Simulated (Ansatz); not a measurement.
## C₄₁O: single-point calculation (part 2 of 2)

Continued. System: C₄₁O (slab, 42 atoms in the cell). Method: DFT PBE+D3(BJ), scalar-relativistic, plane waves, PAW, PAW set soft_1, no spin polarisation (Ansatz 0.2.0); cutoff 420 eV, 4×4×1 k-mesh, Gaussian smearing of 0.05 eV. The structure derives from an entry of the Crystallography Open Database.

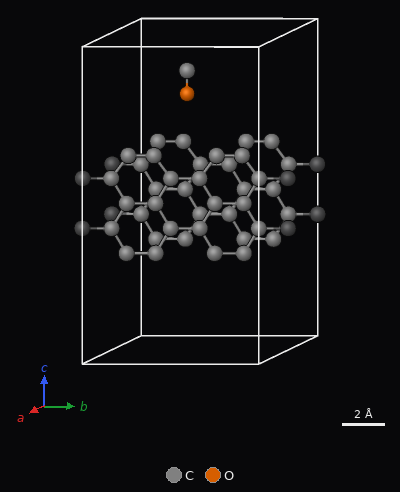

The structure as given in the input (ball-and-stick view of the cell of the calculation, with the vacuum cut short, seen slightly off an axis; neighbours outside the cell are drawn fainter). An atom can appear more than once, as a periodic image.

Output, continued:
```
  k-point 1: bands = ["-26.1086", "-21.2331", "-20.9644", "-20.4841", "-20.2980", "-19.3890", "-19.1430", "-19.0366", "-18.9621", "-18.6220", "-18.4624", "-17.2586", "-17.1907", "-16.9896", "-16.9764", "-16.5798", "-16.4291", "-16.0918", "-15.9569", "-15.3414", "-15.3396", "-14.3026", "-14.2209", "-13.6491", "-13.5887", "-13.4816", "-13.4761", "-12.7806", "-12.7191", "-12.1168", "-12.0844", "-11.2585", "-11.2561", "-11.1813", "-11.0169", "-10.9880", "-10.4287", "-10.3999", "-10.3676", "-10.3471", "-9.9157", "-9.3319", "-9.3002", "-9.2362", "-9.2330", "-9.1374", "-9.1301", "-8.8270", "-8.7467", "-8.7412", "-8.3652", "-8.3070", "-8.1315", "-8.0219", "-7.7365", "-7.7131", "-7.5725", "-7.5705", "-7.5597", "-7.3561", "-7.3127", "-7.0524", "-6.7363", "-6.3774", "-6.3590", "-6.1530", "-5.8681", "-5.3176", "-5.2720", "-4.8578", "-4.8144", "-4.7459", "-4.7069", "-4.6222", "-4.5773", "-4.4322", "-4.1470", "-4.0001", "-3.9311", "-3.8675", "-3.6610", "-3.6220", "-3.4997", "-3.0492", "-2.9036", "-2.4840", "-2.3946", "-1.6165", "-1.6056", "-1.5007", "-1.4687", "-0.8821", "-0.8425", "-0.6853", "-0.5776", "-0.2280", "0.0849", "0.2975", "0.7123", "0.7415", "0.8293", "0.8323", "1.2224", "1.3186", "1.6413", "2.6009", "2.6645", "2.9053", "3.1366", "3.2334", "3.4193", "3.4756", "3.7046", "3.7910", "4.3655", "4.5769", "4.6601", "4.7073", "4.8871", "4.9609", "5.1278", "5.1388", "5.2455", "5.4721", "5.5825", "5.6695", "5.7272"]
  k-point 2: bands = ["-26.1086", "-20.9504", "-20.9485", "-20.7142", "-20.7122", "-19.1298", "-19.1277", "-18.9173", "-18.9150", "-17.9997", "-17.9994", "-17.9925", "-17.9917", "-16.6227", "-16.6204", "-16.5333", "-16.5310", "-16.1027", "-16.1021", "-16.0028", "-16.0025", "-13.3551", "-13.3544", "-13.3466", "-13.3446", "-12.9227", "-12.9209", "-12.8965", "-12.8946", "-12.5052", "-12.5050", "-12.4426", "-12.4426", "-11.2511", "-10.3152", "-10.3138", "-10.2770", "-10.2749", "-10.0030", "-10.0011", "-9.9875", "-9.9834", "-9.5038", "-9.5016", "-9.3616", "-9.3611", "-9.3559", "-9.3543", "-8.7473", "-8.7432", "-7.9281", "-7.9262", "-7.8650", "-7.8633", "-7.8393", "-7.8371", "-7.6421", "-7.6394", "-7.3712", "-7.3708", "-7.3696", "-7.3689", "-6.2101", "-6.2048", "-6.1480", "-5.4827", "-5.4823", "-5.4781", "-5.4778", "-5.1054", "-5.0999", "-4.8522", "-4.8208", "-4.6094", "-4.6003", "-4.2084", "-4.2052", "-4.0323", "-4.0321", "-3.8844", "-3.8830", "-3.5913", "-3.5908", "-3.5843", "-3.5840", "-1.9859", "-1.9855", "-1.9613", "-1.9567", "-1.1109", "-1.0965", "-1.0846", "-1.0791", "-0.0657", "-0.0596", "0.2654", "0.2666", "0.7094", "0.7433", "0.8909", "0.8951", "0.9132", "0.9155", "1.2725", "1.2739", "1.5501", "1.5538", "3.0148", "3.0991", "3.6849", "3.7036", "3.8149", "3.9425", "4.1257", "4.1574", "4.1698", "4.1833", "4.2092", "4.2352", "4.8035", "4.9025", "4.9700", "5.1616", "5.6639", "5.7245", "5.8985", "5.9205"]
  k-point 9: bands = ["-26.1086", "-20.9023", "-20.9000", "-20.7668", "-20.7644", "-19.0839", "-19.0811", "-18.9679", "-18.9649", "-18.0989", "-18.0982", "-17.8881", "-17.8876", "-16.6126", "-16.6099", "-16.5540", "-16.5504", "-16.0728", "-16.0727", "-16.0220", "-16.0211", "-13.3661", "-13.3643", "-13.3381", "-13.3357", "-12.9475", "-12.9457", "-12.8678", "-12.8653", "-12.4968", "-12.4967", "-12.4491", "-12.4489", "-11.2512", "-10.3130", "-10.3103", "-10.2847", "-10.2839", "-9.9960", "-9.9948", "-9.9946", "-9.9880", "-9.3717", "-9.3698", "-9.3436", "-9.3430", "-9.2060", "-9.2032", "-8.7478", "-8.7434", "-8.3108", "-8.3086", "-7.8521", "-7.8514", "-7.8507", "-7.8464", "-7.3762", "-7.3761", "-7.3692", "-7.3680", "-7.3527", "-7.3503", "-6.5784", "-6.5752", "-6.1637", "-6.1569", "-6.1445", "-4.8789", "-4.8766", "-4.8641", "-4.8357", "-4.6790", "-4.6706", "-4.6571", "-4.6557", "-4.5775", "-4.5693", "-4.1452", "-4.1450", "-3.7695", "-3.7682", "-3.6734", "-3.6727", "-3.3226", "-3.3222", "-2.0886", "-2.0841", "-1.8676", "-1.8671", "-1.2089", "-1.1898", "-1.0007", "-0.9986", "-0.0788", "-0.0747", "0.3627", "0.3638", "0.6419", "0.6518", "0.7202", "0.7351", "0.9488", "0.9498", "1.5570", "1.5582", "1.6550", "1.6556", "3.2328", "3.3921", "3.7402", "3.7443", "4.0616", "4.1883", "4.2020", "4.3540", "4.3695", "4.5110", "4.6212", "4.6302", "4.7313", "4.7415", "5.0544", "5.1583", "5.2426", "5.2638", "5.3849", "5.3868"]
```

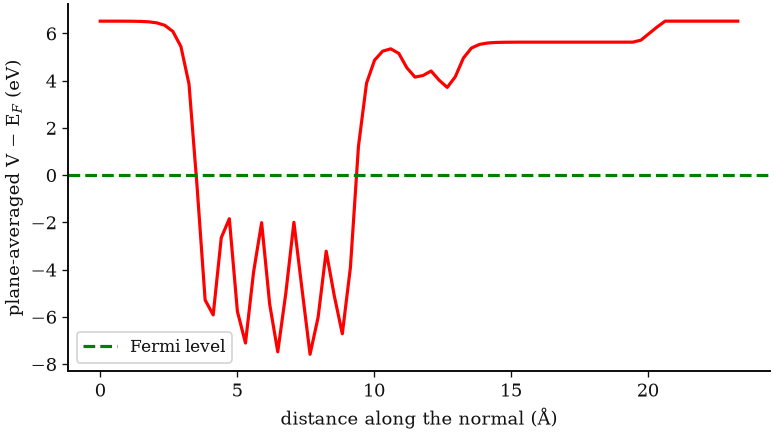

Plane average of the electrostatic potential energy of an electron across the cell, from the Fermi level. The vacuum level lies 5.63 eV above the Fermi level on the upper side and 6.52 eV on the lower.

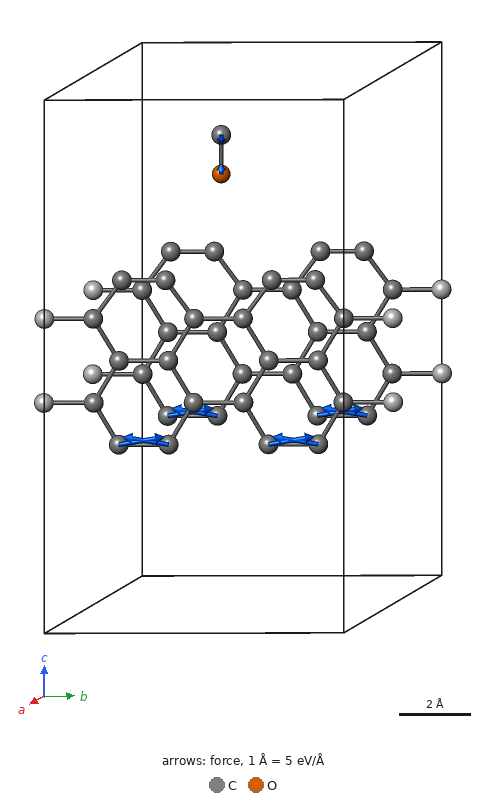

Forces on the atoms as blue arrows (ball-and-stick view of the cell of the calculation, with the vacuum cut short, seen slightly off an axis; neighbours outside the cell are drawn fainter); the smallest are left out. The largest act on C1, C2, C3, C4, C5, C6 and 2 more (6.72 eV/Å). Atoms are counted from 1 in the order of the input and aren't labelled in the picture. The geometry is not a stationary point of this energy.

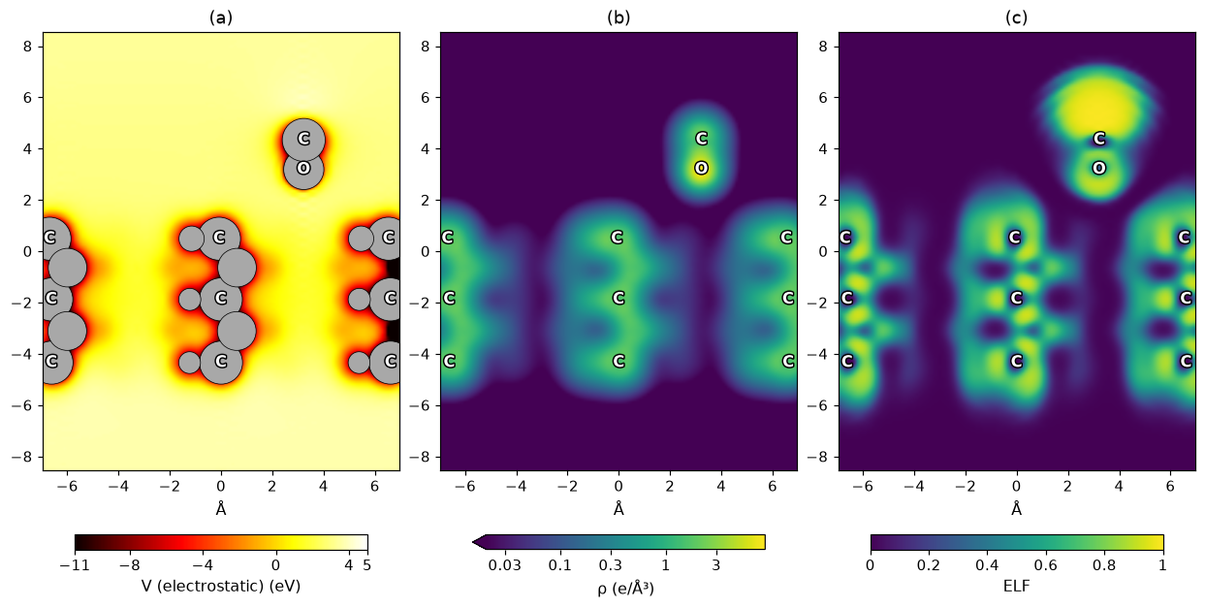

(a) electrostatic potential (local pseudopotential plus Hartree) felt by an electron; (b) valence electron density; (c) ELF on the (110) plane of the calculation cell, a cut from vacuum to vacuum. Grey discs, where drawn, cover atomic cores. Atoms in the plane: C and O. C–O (1.15 Å): ρ is about 4 e/Å³ halfway; the ELF peaks at about 0.85 between the atoms (inside overlapping PAW spheres, so only a guide); a double or triple bond. The density dies away to nearly zero in the vacuum. Core electrons are frozen (PAW), so the fields are smoothed inside the atomic spheres.

This output came from the following input.

Input:
```yaml
crystal:
  lattice:
    - [7.294648438, 0.0, 0.0]
    - [-3.3317658956, 7.8620301879, 0.0]
    - [0.0, 0.0, 23.5809581752]
  atoms:
    - { symbol: C, position: [0.250089967, 0.1666966556, 0.1696283913] }
    - { symbol: C, position: [0.250089967, 0.6666966556, 0.1696283913] }
    - { symbol: C, position: [0.750089967, 0.1666966556, 0.1696283913] }
    - { symbol: C, position: [0.750089967, 0.6666966556, 0.1696283913] }
    - { symbol: C, position: [0.2499100331, 0.3333033444, 0.1696283913] }
    - { symbol: C, position: [0.2499100331, 0.8333033444, 0.1696283913] }
    - { symbol: C, position: [0.749910033, 0.3333033444, 0.1696283913] }
    - { symbol: C, position: [0.7499100331, 0.8333033444, 0.1696283913] }
    - { symbol: C, position: [0.250089967, 0.4166966557, 0.2218942371] }
    - { symbol: C, position: [0.250089967, 0.9166966557, 0.2218942371] }
    - { symbol: C, position: [0.750089967, 0.4166966557, 0.2218942371] }
    - { symbol: C, position: [0.750089967, 0.9166966557, 0.2218942371] }
    - { symbol: C, position: [0.2499100331, 0.0833033444, 0.2218942371] }
    - { symbol: C, position: [0.2499100331, 0.5833033444, 0.2218942371] }
    - { symbol: C, position: [0.7499100331, 0.0833033444, 0.2218942371] }
    - { symbol: C, position: [0.7499100331, 0.5833033444, 0.2218942371] }
    - { symbol: C, position: [0.2500106167, 0.167658483, 0.2741412246] }
    - { symbol: C, position: [0.2500106167, 0.667658483, 0.2741412246] }
    - { symbol: C, position: [0.7500106167, 0.167658483, 0.2741412246] }
    - { symbol: C, position: [0.7500106167, 0.667658483, 0.2741412246] }
    - { symbol: C, position: [0.2499893833, 0.332341517, 0.2741412246] }
    - { symbol: C, position: [0.2499893833, 0.832341517, 0.2741412246] }
    - { symbol: C, position: [0.7499893833, 0.332341517, 0.2741412246] }
    - { symbol: C, position: [0.7499893833, 0.832341517, 0.2741412246] }
    - { symbol: C, position: [0.2500643134, 0.4183240205, 0.326619241] }
    - { symbol: C, position: [0.2500643134, 0.9183240205, 0.326619241] }
    - { symbol: C, position: [0.7500643134, 0.4183240205, 0.326619241] }
    - { symbol: C, position: [0.7500643134, 0.9183240205, 0.326619241] }
    - { symbol: C, position: [0.2499356866, 0.0816759795, 0.326619241] }
    - { symbol: C, position: [0.2499356866, 0.5816759795, 0.326619241] }
    - { symbol: C, position: [0.7499356866, 0.0816759795, 0.326619241] }
    - { symbol: C, position: [0.7499356866, 0.5816759795, 0.326619241] }
    - { symbol: C, position: [0.2498811853, 0.1772167639, 0.3744953072] }
    - { symbol: C, position: [0.2498811853, 0.6772167639, 0.3744953072] }
    - { symbol: C, position: [0.7498811853, 0.1772167639, 0.3744953072] }
    - { symbol: C, position: [0.7498811853, 0.6772167639, 0.3744953072] }
    - { symbol: C, position: [0.2501188147, 0.3227832361, 0.3744953072] }
    - { symbol: C, position: [0.2501188147, 0.8227832361, 0.3744953072] }
    - { symbol: C, position: [0.7501188147, 0.3227832361, 0.3744953072] }
    - { symbol: C, position: [0.7501188147, 0.8227832361, 0.3744953072] }
    - { symbol: O, position: [0.4998811853, 0.4272167639, 0.4889944713] }
    - { symbol: C, position: [0.4998811853, 0.4272167639, 0.5377626338] }
basis:
  ecutwfc: 420
kpoints:
  mp_grid: { grid: [4, 4, 1] }
hamiltonian:
  xc: pbe
  pseudopotentials: { kind: paw, azcp: { folder: soft_1 } }
  dispersion: d3bj
scf:
  occupations: { method: gaussian, width: 0.05 }
output:
  forces: true
  eigenvalues: true
  write_density: true
  write_potential: true
  elf: true
  volumetric_format: npy
efield:
  axis: 3
  dipole_correction: true
  ramp_width: 0.04
```

Launch command:
```bash
ansatz run input.yaml --threads 4 --pin off --max-ram 12288MiB --backend cpu --events-out ev --progress --plain --runs-dir out
```

Summary:

```csv
quantity,value
outcome,converged
electrons treated,170
free energy,−10820.0800 eV
"work function, top face",5.63 eV
"work function, bottom face",6.52 eV
Fermi energy,−2.560 eV
gap on the k-point mesh,0.01 eV
work function (upper face),5.63 eV
largest force (length of the vector),6.718 eV/Å
hardware,"4 threads of Arm Neoverse V2, 24 GiB of memory available, shared host"
wall time,61 s (CPU time 4 min)
peak memory,3.7 GiB
```

Notes:

The program warns: the exchange-correlation potential is rough where the density is thin.
